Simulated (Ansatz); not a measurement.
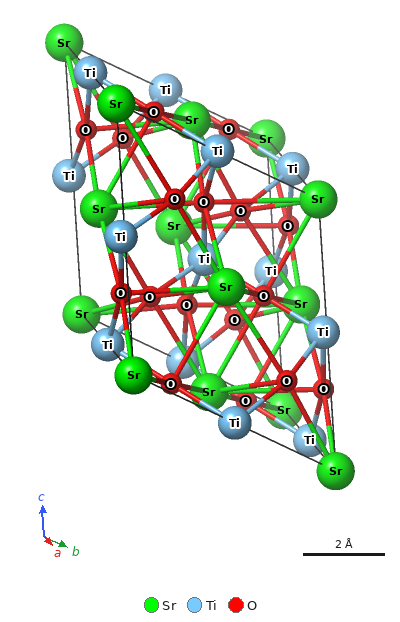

*The starting structure (ball-and-stick view of the cell of the calculation, seen slightly off an axis).*

**Sr4Ti4O11 (charge +2): nudged elastic band (part 1 of 3)**

Sr4Ti4O11 (defect cell, 19 atoms in the cell, total charge +2), computed with DFT r2SCAN, scalar-relativistic, plane waves, PAW, no spin polarisation (Ansatz 0.2.0).

The structure derives from a Materials Project entry. It belongs to a series of runs on one base structure; here: climbing-image band for the jump of O by 2.49 A.

## The input
```yaml
crystal:
  lattice:
    - [-3.9072701075, 3.9072701075, 3.9072701075]
    - [3.9072701075, -3.9072701075, 3.9072701075]
    - [3.9072701075, 3.9072701075, -3.9072701075]
  atoms:
    - { symbol: Sr, position: [0.5008975783, -0.0008975783, 0.5] }
    - { symbol: Sr, position: [-0.0008975783, 0.5008975783, 0.5] }
    - { symbol: Sr, position: [-0.0008975783, -0.0008975783, -0.0017951565] }
    - { symbol: Sr, position: [0.5008975783, 0.5008975783, 0.0017951565] }
    - { symbol: Ti, position: [0.5163217381, 0.5163217381, 0.5] }
    - { symbol: Ti, position: [-0.0163217381, -0.0163217381, 0.5] }
    - { symbol: Ti, position: [0.0, 0.5, 0.0] }
    - { symbol: Ti, position: [0.5, 0.0, 0.0] }
    - { symbol: O, position: [0.7252507603, 0.4814966635, 0.7437540967] }
    - { symbol: O, position: [0.2622574332, 0.0185033365, 0.7437540967] }
    - { symbol: O, position: [0.2377425668, 0.4814966635, 0.2562459033] }
    - { symbol: O, position: [0.7747492397, 0.0185033365, 0.2562459033] }
    - { symbol: O, position: [0.75, 0.75, 0.5] }
    - { symbol: O, position: [0.75, 0.25, 0.0] }
    - { symbol: O, position: [0.25, 0.75, 0.0] }
    - { symbol: O, position: [0.4814966635, 0.2377425668, 0.2562459033] }
    - { symbol: O, position: [0.0185033365, 0.7747492397, 0.2562459033] }
    - { symbol: O, position: [0.0185033365, 0.2622574332, 0.7437540967] }
    - { symbol: O, position: [0.4814966635, 0.7252507603, 0.7437540967] }
total_charge: 2
basis:
  ecutwfc: 500
  xc_grid: 3
kpoints:
  mp_grid: { grid: [2, 2, 2], shift: [0.5, 0.5, 0.5] }
hamiltonian:
  xc: r2scan
scf:
  occupations: { method: gaussian, width: 0.02 }
output:
  forces: true
neb:
  images: 5
  f_tol: 0.05
  max_iterations: 70
  order_check: false
  final_atoms:
    - { symbol: Sr, position: [0.4991024805, -0.0017950391, 0.4991024805] }
    - { symbol: Sr, position: [0.0008975195, 0.5, 0.4991024805] }
    - { symbol: Sr, position: [0.0008975195, 0.0017950391, 0.0008975195] }
    - { symbol: Sr, position: [0.4991024805, 0.5, 0.0008975195] }
    - { symbol: Ti, position: [0.4836782793, 0.5, 0.4836782793] }
    - { symbol: Ti, position: [0.0, 0.0, 0.5] }
    - { symbol: Ti, position: [0.0163217207, 0.5, 0.0163217207] }
    - { symbol: Ti, position: [0.5, 0.0, 0.0] }
    - { symbol: O, position: [0.2747493185, 0.2562459083, 0.5185034101] }
    - { symbol: O, position: [0.25, 0.0, 0.75] }
    - { symbol: O, position: [0.25, 0.5, 0.25] }
    - { symbol: O, position: [0.75, 0.0, 0.25] }
    - { symbol: O, position: [0.7622575018, 0.7437540917, 0.5185034101] }
    - { symbol: O, position: [0.7377424982, 0.2562459083, -0.0185034101] }
    - { symbol: O, position: [0.2252506815, 0.7437540917, -0.0185034101] }
    - { symbol: O, position: [0.5185034101, 0.2562459083, 0.2747493185] }
    - { symbol: O, position: [-0.0185034101, 0.7437540917, 0.2252506815] }
    - { symbol: O, position: [-0.0185034101, 0.2562459083, 0.7377424982] }
    - { symbol: O, position: [0.5185034101, 0.7437540917, 0.7622575018] }
```

Launch command:
```bash
ansatz run input.yaml --threads 8 --pin off --max-ram 20480MiB --backend cpu --events-out ev --progress --plain --runs-dir out
```

## The program's output
```
Warning: neb: disabling space-group detection — the band's intermediate images generally break the endpoint symmetry, so no spatial operation reduces the k-mesh or symmetrises the density, except that a semilocal band can use its path's symmetry ahead of convergence; time reversal is kept, so that k and −k are solved as one point where they differ and the mesh holds both, and exact exchange and, on two spinor components, a DFT+U term hold to it where the run has them: on two components no moment then forms, and a state that bears one, which a typed moment (crystal.atoms[].spin; refused beside efield: under a hybrid functional) reaches, can lie lower, under hf by electronvolts; crystal.symmetry.detect: false (a key that needs symmetry detection or time reversal refuses this as the deck is read) with time_reversal: false beside it drops time reversal too
Engine: ansatz 0.2.0, x86_64-unknown-linux-gnu
Pseudopotentials: kind: paw
Pseudopotential: Sr, paw, valence charge 10, recommended cutoff 500 eV (meta_gga), Sr.paw.azcp
Pseudopotential: Ti, paw, valence charge 12, recommended cutoff 500 eV (meta_gga), Ti.paw.azcp
Pseudopotential: O, paw, valence charge 6, recommended cutoff 500 eV (meta_gga), O.paw.azcp
Functional definition: r2SCAN
  parameter k0 = 0.174
  parameter k1 = 0.065
  parameter a1 = 4.9479
  exchange = r2scan_x(k0 = k0, k1 = k1, a1 = a1)
  correlation = r2scan_c
parallel-image band execution: 5 concurrent image workers
NEB image 0
Crystal: 19 atoms, lattice volume = 238.605 Å³
Basis set: ecut = 500 eV, 6051 PW (Γ), exchange–correlation on 150×150×150 points (27 copies of the dense FFT grid, shifted against one another)
Bands: 95, of which v1, the nominal top of the filled ones, is band 76 counted from 1 (75 counted from 0)
Symmetry: 1 space group operations
k-points: 4 of 8 (time reversal used)
Non-local potential: Sr, projectors of the file, l = 0: 3, l = 1: 2, l = 2: 2
Non-local potential: Ti, projectors of the file, l = 0: 3, l = 1: 2, l = 2: 3, l = 3: 1
Non-local potential: O, projectors of the file, l = 0: 2, l = 1: 2, l = 2: 1
PAW form: soft (Blöchl's): semilocal exchange-correlation on the pseudo side does not see the compensation charge
PAW frozen core: Sr, regenerated for the run's functional (the file was generated under x = pbe(κ = 0.804, μ = 0.2195149727645171), c = pbe(β = 0.06672455060314922))
PAW frozen core: Ti, regenerated for the run's functional (the file was generated under x = pbe(κ = 0.804, μ = 0.2195149727645171), c = pbe(β = 0.06672455060314922))
PAW frozen core: O, regenerated for the run's functional (the file was generated under x = pbe(κ = 0.804, μ = 0.2195149727645171), c = pbe(β = 0.06672455060314922))
PAW one-centre angular grid: Sr, 302 points (default); XC on 160 Gauss nodes
PAW one-centre angular grid: Ti, 590 points (default); XC on 160 Gauss nodes
PAW one-centre angular grid: O, 302 points (default); XC on 160 Gauss nodes
Initial density: superposition of atomic densities (neutral atoms scaled as one to the charged cell's electrons: chi_scale 0, normalization atom), corrected by the library's trained network
Initial wavefunctions: pseudopotential atomic-orbital guess
Functional: x = r2scan, c = r2scan; τ floored in thin density (d = 2e-4 eV/Å³)
SCF iter   1: F=-30548.908695 eV  HF=-30550.849823 eV  |F-HF|=1.94e0  |Δ(HF+E_count)|=         —  Δρ=3.49e-2  dr2=3.37e0  dr2_τ=1.12e0  ethr=1.77e-3  ⟨swp⟩=7.0  Hψ=1726  notcnv=0  defer=2
preconditioner: auto → Resta (q_TF=auto, 2.531 Å⁻¹)  ε∞=4.9  [insulator: Δε(μ)=2.776 eV  Ē_g=12.824 eV  σ=0.020 eV  W_gap=1.00  n_scr=54 (ndim 8)  ℏωp=25.4 eV  f_vac=0.000  D(μ)=0.00/eV (n_scr^D=0)  ε∞_Penn≈4.9]
SCF iter   2: F=-30550.427522 eV  HF=-30550.723852 eV  |F-HF|=2.96e-1  |Δ(HF+E_count)|=   1.26e-1  Δρ=1.60e-2  dr2=5.93e-1  dr2_τ=1.57e-1  ethr=1.77e-3  ⟨swp⟩=3.0  Hψ=713  notcnv=0  defer=47
SCF iter   3: F=-30550.654991 eV  HF=-30550.699798 eV  |F-HF|=4.48e-2  |Δ(HF+E_count)|=   2.41e-2  Δρ=6.97e-3  dr2=2.12e-1  dr2_τ=5.58e-3  ethr=3.90e-4  ⟨swp⟩=3.0  Hψ=532  notcnv=0  defer=47
SCF iter   4: F=-30550.694449 eV  HF=-30550.710032 eV  |F-HF|=1.56e-2  |Δ(HF+E_count)|=   1.02e-2  Δρ=3.18e-3  dr2=4.51e-2  dr2_τ=1.34e-3  ethr=1.40e-4  ⟨swp⟩=2.0  Hψ=499  notcnv=0  defer=47
SCF iter   5: F=-30550.704927 eV  HF=-30550.706427 eV  |F-HF|=1.50e-3  |Δ(HF+E_count)|=   3.60e-3  Δρ=1.13e-3  dr2=4.63e-3  dr2_τ=3.10e-4  ethr=2.97e-5  ⟨swp⟩=3.0  Hψ=716  notcnv=0  defer=47
SCF iter   6: F=-30550.705728 eV  HF=-30550.706287 eV  |F-HF|=5.59e-4  |Δ(HF+E_count)|=   1.40e-4  Δρ=6.12e-4  dr2=1.04e-3  dr2_τ=1.13e-4  ethr=3.05e-6  ⟨swp⟩=2.0  Hψ=662  notcnv=0  defer=47
SCF iter   7: F=-30550.706189 eV  HF=-30550.706242 eV  |F-HF|=5.32e-5  |Δ(HF+E_count)|=   4.50e-5  Δρ=2.02e-4  dr2=8.87e-5  dr2_τ=1.34e-5  ethr=6.86e-7  ⟨swp⟩=2.0  Hψ=602  notcnv=0  defer=47
SCF iter   8: F=-30550.706058 eV  HF=-30550.706058 eV  |F-HF|=7.09e-8  |Δ(HF+E_count)|=   1.83e-4  Δρ=7.19e-5  dr2=7.96e-6  dr2_τ=1.58e-6  ethr=5.83e-8  ⟨swp⟩=2.0  Hψ=552  notcnv=0  defer=47
SCF iter   9: F=-30550.706061 eV  HF=-30550.706061 eV  |F-HF|=9.52e-7  |Δ(HF+E_count)|=   3.16e-6  Δρ=2.89e-5  dr2=1.76e-6  dr2_τ=2.54e-7  ethr=5.23e-9  ⟨swp⟩=2.0  Hψ=557  notcnv=0  defer=47
SCF iter  10: F=-30550.706061 eV  HF=-30550.706061 eV  |F-HF|=7.13e-8  |Δ(HF+E_count)|=   2.40e-9  Δρ=8.68e-6  dr2=1.59e-7  dr2_τ=3.41e-8  ethr=1.16e-9  ⟨swp⟩=2.0  Hψ=553  notcnv=0  defer=47
SCF iter  11: F=-30550.706061 eV  HF=-30550.706062 eV  |F-HF|=1.19e-8  |Δ(HF+E_count)|=   1.33e-8  Δρ=3.36e-6  dr2=2.79e-8  dr2_τ=3.63e-9  ethr=6.58e-11  ⟨swp⟩=5.0  Hψ=1207  notcnv=0
SCF 1 converged in 11 iterations: F = -30550.706061 eV  dr2 = 2.79e-8
  greatest PAW one-centre occupation: 0.999 electrons in one spin orbital (limit 2), on the Ti atom at site 6 (counted from 0), in its partial waves of l = 0
NSCF: frozen V_eff on 4 k-points
NEB image 6
SCF iter   1: F=-30548.906385 eV  HF=-30550.848633 eV  |F-HF|=1.94e0  |Δ(HF+E_count)|=         —  Δρ=3.49e-2  dr2=3.37e0  dr2_τ=1.12e0  ethr=1.77e-3  ⟨swp⟩=7.0  Hψ=1712  notcnv=0  defer=4
SCF iter   2: F=-30550.426979 eV  HF=-30550.723840 eV  |F-HF|=2.97e-1  |Δ(HF+E_count)|=   1.25e-1  Δρ=1.61e-2  dr2=5.94e-1  dr2_τ=1.57e-1  ethr=1.77e-3  ⟨swp⟩=3.0  Hψ=713  notcnv=0  defer=47
SCF iter   3: F=-30550.654940 eV  HF=-30550.699821 eV  |F-HF|=4.49e-2  |Δ(HF+E_count)|=   2.40e-2  Δρ=6.97e-3  dr2=2.12e-1  dr2_τ=5.58e-3  ethr=3.91e-4  ⟨swp⟩=3.0  Hψ=533  notcnv=0  defer=47
SCF iter   4: F=-30550.694493 eV  HF=-30550.710039 eV  |F-HF|=1.55e-2  |Δ(HF+E_count)|=   1.02e-2  Δρ=3.18e-3  dr2=4.50e-2  dr2_τ=1.34e-3  ethr=1.40e-4  ⟨swp⟩=2.0  Hψ=499  notcnv=0  defer=47
SCF iter   5: F=-30550.704944 eV  HF=-30550.706434 eV  |F-HF|=1.49e-3  |Δ(HF+E_count)|=   3.60e-3  Δρ=1.13e-3  dr2=4.62e-3  dr2_τ=3.09e-4  ethr=2.96e-5  ⟨swp⟩=3.0  Hψ=716  notcnv=0  defer=47
SCF iter   6: F=-30550.705733 eV  HF=-30550.706292 eV  |F-HF|=5.60e-4  |Δ(HF+E_count)|=   1.42e-4  Δρ=6.12e-4  dr2=1.04e-3  dr2_τ=1.13e-4  ethr=3.04e-6  ⟨swp⟩=2.0  Hψ=662  notcnv=0  defer=47
SCF iter   7: F=-30550.706183 eV  HF=-30550.706236 eV  |F-HF|=5.34e-5  |Δ(HF+E_count)|=   5.60e-5  Δρ=2.03e-4  dr2=8.90e-5  dr2_τ=1.34e-5  ethr=6.86e-7  ⟨swp⟩=2.0  Hψ=602  notcnv=0  defer=47
SCF iter   8: F=-30550.706058 eV  HF=-30550.706058 eV  |F-HF|=1.51e-7  |Δ(HF+E_count)|=   1.78e-4  Δρ=7.21e-5  dr2=8.06e-6  dr2_τ=1.59e-6  ethr=5.86e-8  ⟨swp⟩=2.0  Hψ=552  notcnv=0  defer=47
SCF iter   9: F=-30550.706060 eV  HF=-30550.706061 eV  |F-HF|=9.57e-7  |Δ(HF+E_count)|=   3.14e-6  Δρ=2.89e-5  dr2=1.77e-6  dr2_τ=2.55e-7  ethr=5.30e-9  ⟨swp⟩=2.0  Hψ=557  notcnv=0  defer=47
SCF iter  10: F=-30550.706061 eV  HF=-30550.706061 eV  |F-HF|=7.19e-8  |Δ(HF+E_count)|=   3.11e-9  Δρ=8.74e-6  dr2=1.61e-7  dr2_τ=3.44e-8  ethr=1.16e-9  ⟨swp⟩=2.0  Hψ=553  notcnv=0  defer=47
SCF iter  11: F=-30550.706061 eV  HF=-30550.706061 eV  |F-HF|=1.20e-8  |Δ(HF+E_count)|=   1.36e-8  Δρ=3.38e-6  dr2=2.83e-8  dr2_τ=3.67e-9  ethr=6.58e-11  ⟨swp⟩=5.0  Hψ=1224  notcnv=0
SCF 2 converged in 11 iterations: F = -30550.706061 eV  dr2 = 2.83e-8
[... from here on the iterations of each SCF are left out, up to the last one ...]
NSCF: frozen V_eff on 4 k-points
NEB end point (image 0): max|allowed force component| = 1.816e-2 eV/Å (the criterion of neb.relax_end_points is 1.000e-2)
NEB end point (image 6): max|allowed force component| = 1.816e-2 eV/Å (the criterion of neb.relax_end_points is 1.000e-2)
NEB image 1
preconditioner: auto → Resta (q_TF=auto, 2.531 Å⁻¹)  ε∞=4.9  [insulator: Δε(μ)=2.879 eV  Ē_g=12.877 eV  σ=0.020 eV  W_gap=1.00  n_scr=54 (ndim 8)  ℏωp=25.4 eV  f_vac=0.000  D(μ)=0.00/eV (n_scr^D=0)  ε∞_Penn≈4.9]
SCF 3 converged in 11 iterations: F = -30550.085510 eV  dr2 = 7.50e-8
NEB image 2
preconditioner: auto → Resta (q_TF=auto, 2.531 Å⁻¹)  ε∞=4.9  [insulator: Δε(μ)=3.018 eV  Ē_g=12.962 eV  σ=0.020 eV  W_gap=1.00  n_scr=54 (ndim 8)  ℏωp=25.4 eV  f_vac=0.000  D(μ)=0.00/eV (n_scr^D=0)  ε∞_Penn≈4.9]
SCF 4 converged in 12 iterations: F = -30548.829282 eV  dr2 = 1.03e-8
NEB image 3
preconditioner: auto → Resta (q_TF=auto, 2.531 Å⁻¹)  ε∞=4.8  [insulator: Δε(μ)=3.087 eV  Ē_g=12.997 eV  σ=0.020 eV  W_gap=1.00  n_scr=54 (ndim 8)  ℏωp=25.4 eV  f_vac=0.000  D(μ)=0.00/eV (n_scr^D=0)  ε∞_Penn≈4.8]
SCF 5 converged in 11 iterations: F = -30548.156539 eV  dr2 = 4.60e-8
NEB image 4
SCF 6 converged in 12 iterations: F = -30548.829282 eV  dr2 = 1.03e-8
NEB image 5
SCF 7 converged in 11 iterations: F = -30550.085509 eV  dr2 = 7.58e-8
NEB iter   1: max|band force component| = 7.802e0 eV/Å  barrier→ = 2.5495 eV  barrier← = 2.5495 eV  Δτ_max = 0.1924 Å  (79 SCF iters)
NEB image 1
Initial density: handed on by an earlier stage of this run
Initial wavefunctions: those handed on with the density
preconditioner: auto → Resta (q_TF=auto, 2.531 Å⁻¹)  ε∞=5.2  [insulator: Δε(μ)=2.304 eV  Ē_g=12.481 eV  σ=0.020 eV  W_gap=1.00  n_scr=54 (ndim 8)  ℏωp=25.4 eV  f_vac=0.019  D(μ)=0.00/eV (n_scr^D=0)  ε∞_Penn≈5.2]
SCF 8 converged in 10 iterations: F = -30550.260150 eV  dr2 = 6.90e-8
NEB image 2
preconditioner: auto → Resta (q_TF=auto, 2.531 Å⁻¹)  ε∞=5.1  [insulator: Δε(μ)=2.326 eV  Ē_g=12.550 eV  σ=0.020 eV  W_gap=1.00  n_scr=54 (ndim 8)  ℏωp=25.4 eV  f_vac=0.023  D(μ)=0.00/eV (n_scr^D=0)  ε∞_Penn≈5.1]
SCF 9 converged in 11 iterations: F = -30549.506986 eV  dr2 = 3.51e-8
NEB image 3
preconditioner: auto → Resta (q_TF=auto, 2.531 Å⁻¹)  ε∞=5.1  [insulator: Δε(μ)=2.338 eV  Ē_g=12.584 eV  σ=0.020 eV  W_gap=1.00  n_scr=54 (ndim 8)  ℏωp=25.4 eV  f_vac=0.026  D(μ)=0.00/eV (n_scr^D=0)  ε∞_Penn≈5.1]
SCF 10 converged in 11 iterations: F = -30549.119480 eV  dr2 = 3.19e-8
NEB image 4
SCF 11 converged in 11 iterations: F = -30549.506986 eV  dr2 = 3.39e-8
NEB image 5
SCF 12 converged in 10 iterations: F = -30550.260149 eV  dr2 = 6.91e-8
NEB iter   2: max|band force component| = 2.297e0 eV/Å  barrier→ = 1.5866 eV  barrier← = 1.5866 eV  Δτ_max = 0.1386 Å  (53 SCF iters)
[... from here on the SCF iterations and repeated set-up lines of each step are left out, up to the last step ...]
NEB image 1
SCF 13 converged in 10 iterations: F = -30550.463870 eV  dr2 = 2.55e-8
NEB image 2
SCF 14 converged in 10 iterations: F = -30549.971901 eV  dr2 = 4.25e-8
NEB image 3
SCF 15 converged in 10 iterations: F = -30549.729914 eV  dr2 = 4.45e-8
NEB image 4
SCF 16 converged in 10 iterations: F = -30549.971901 eV  dr2 = 4.23e-8
NEB image 5
SCF 17 converged in 10 iterations: F = -30550.463870 eV  dr2 = 2.56e-8
NEB iter   3: max|band force component| = 1.464e0 eV/Å  barrier→ = 0.9761 eV  barrier← = 0.9761 eV  Δτ_max = 0.0298 Å  (50 SCF iters)
NEB image 1
SCF 18 converged in 9 iterations: F = -30550.487488 eV  dr2 = 1.23e-8
NEB image 2
SCF 19 converged in 9 iterations: F = -30550.032579 eV  dr2 = 2.17e-8
NEB image 3
SCF 20 converged in 9 iterations: F = -30549.814393 eV  dr2 = 2.11e-8
NEB image 4
SCF 21 converged in 9 iterations: F = -30550.032579 eV  dr2 = 2.18e-8
NEB image 5
SCF 22 converged in 9 iterations: F = -30550.487488 eV  dr2 = 1.20e-8
NEB iter   4: max|band force component| = 7.296e-1 eV/Å  barrier→ = 0.8917 eV  barrier← = 0.8917 eV  Δτ_max = 0.0336 Å  (45 SCF iters)
NEB image 1
SCF 23 converged in 9 iterations: F = -30550.508853 eV  dr2 = 1.31e-8
NEB image 2
SCF 24 converged in 9 iterations: F = -30550.062445 eV  dr2 = 2.84e-8
NEB image 3
SCF 25 converged in 9 iterations: F = -30549.845044 eV  dr2 = 3.43e-8
NEB image 4
SCF 26 converged in 9 iterations: F = -30550.062445 eV  dr2 = 2.84e-8
NEB image 5
SCF 27 converged in 9 iterations: F = -30550.508853 eV  dr2 = 1.31e-8
```
